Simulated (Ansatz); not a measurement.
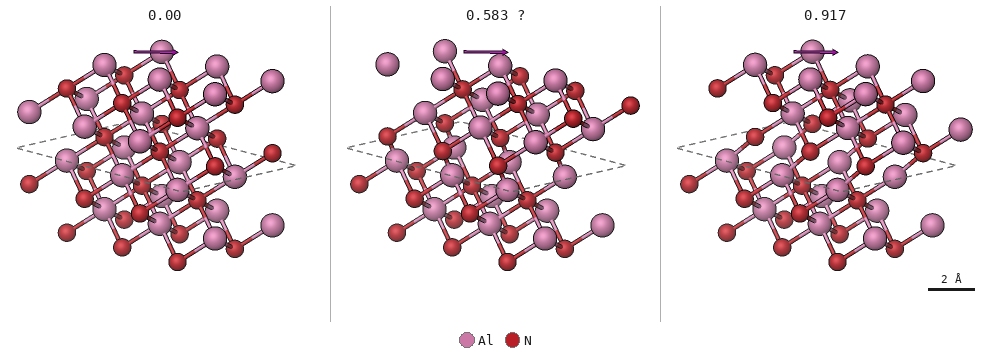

A scan of solid AlN (Fm-3m): the crystal above a cut along the (1 1 1) plane of the conventional cell (between a plane of Al below and one of N above, 1.17 Å apart) is slid rigidly by fractions of an in-plane lattice vector 4.95 Å long (a generalised stacking fault). One cut stands in each cell, which starts 14.0 Å high; nothing is relaxed, and the dashed outline marks the cut, the arrow on top the direction of slip. A ball-and-stick model of the layers on both sides of the cut, seen obliquely from above.

Computed with DFT PBEsol, scalar-relativistic, plane waves, PAW in Ansatz. Settings: plane-wave cutoff 420 eV; k-point mesh 9 × 9 × 2; occupations gaussian; smearing width 0.05 eV; no spin polarisation. Energies (free energies at the smearing named) are counted from the relaxed crystal.

```
slip (fraction of the lattice vector)  γ (mJ/m²)
                               0.0000          0
                               0.0833        768
                               0.1667       2309
                               0.2500       3517
                               0.3333       3824
                               0.4167       4344
                               0.5000       9420
                               0.5833          ?
                               0.6667      32558
                               0.7500      22695
                               0.8333       8105
                               0.9167       1385
```

> Estimate the missing energy from the other rows, and compare with the calculation.

A straight line between the two neighbours gives 20982 mJ/m². A cubic through the four nearest rows (0.4167, 0.5000, 0.6667, 0.7500) gives, with Lagrange weights, (−0.1669)(4344) + (0.6672)(9420) + (0.6664)(32558) + (−0.1667)(22695) = 23473 mJ/m². The calculation gives 22907 mJ/m², so the cubic is 566 mJ/m² too high and the straight line 1925 mJ/m² too low, as the curve bends downwards here.

The whole profile:

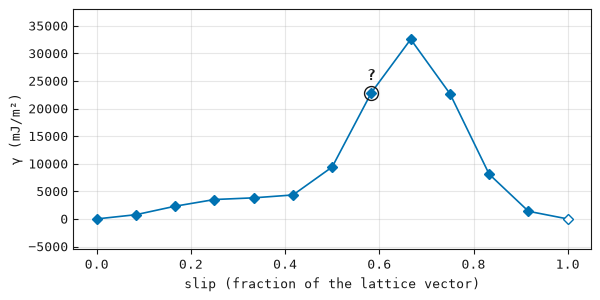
